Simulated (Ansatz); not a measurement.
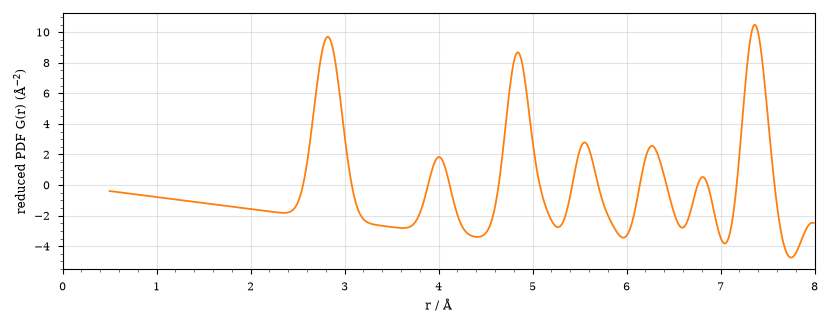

Simulated neutron pair distribution function, G(r) = R(r)/r − 4πρ₀r, summed over the atomic distances of the structure with each pair weighted by the product of the tabulated coherent neutron scattering lengths (natural isotope mix where the element has one); every distance is a Gaussian of σ = 0.12 Å.

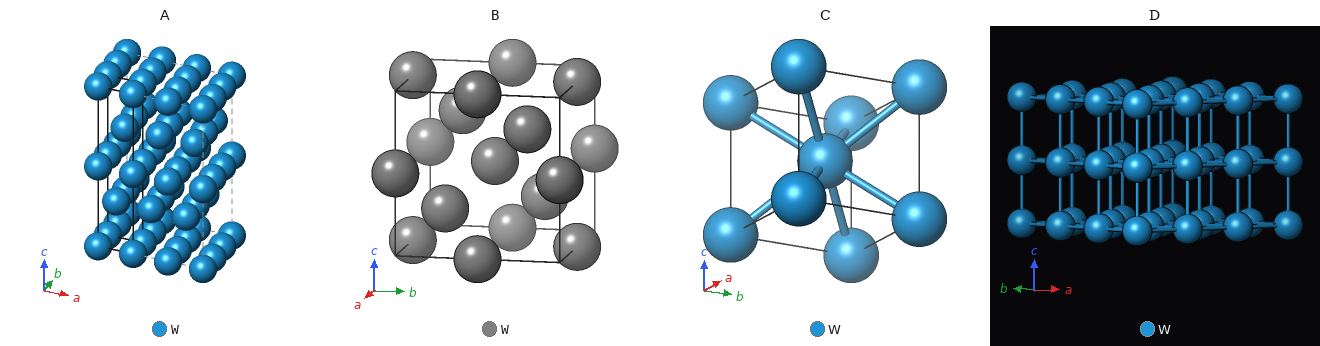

Candidate structures:

A. W, a = 2.762 Å, b = 2.762 Å, c = 9.705 Å, α = 90.00°, β = 90.00°, γ = 120.00°, P6_3/mmc

B. W, a = 5.858 Å, b = 5.858 Å, c = 5.858 Å, α = 90.00°, β = 90.00°, γ = 90.00°, Fd-3m

C. W, a = 3.198 Å, b = 3.198 Å, c = 3.198 Å, α = 90.00°, β = 90.00°, γ = 90.00°, Im-3m

D. W, a = 2.650 Å, b = 2.650 Å, c = 2.650 Å, α = 90.00°, β = 90.00°, γ = 90.00°, Pm-3m

Origins: A, coordinates from a relaxation with Ansatz, DFT, PBEsol, plane waves (420 eV) with PAW, scalar-relativistic; the starting structure was generated, so it need not be a known form of this composition; B, the end point of a relaxation with DFT, revPBE, plane waves (420 eV) with PAW, scalar-relativistic in Ansatz; the starting structure was generated, so it need not be a known form of this composition; C, the input geometry of an electronic-structure calculation (not necessarily at equilibrium); D, the geometry relaxed with DFT, RPBE, plane waves (420 eV) with PAW, scalar-relativistic (Ansatz); the starting structure was generated, so it need not be a known form of this composition.

Q: Which candidate gives this PDF?

A: Candidate A, W, P6_3/mmc (first clear peaks at 2.82 Å (W–W) and 4.01 Å (W–W)). The others: D would give first clear peaks at 2.64 Å (W–W) and 3.75 Å (W–W); B would give first clear peaks at 2.53 Å (W–W) and 4.14 Å (W–W); C would give first clear peaks at 2.77 Å (W–W) and 3.19 Å (W–W).
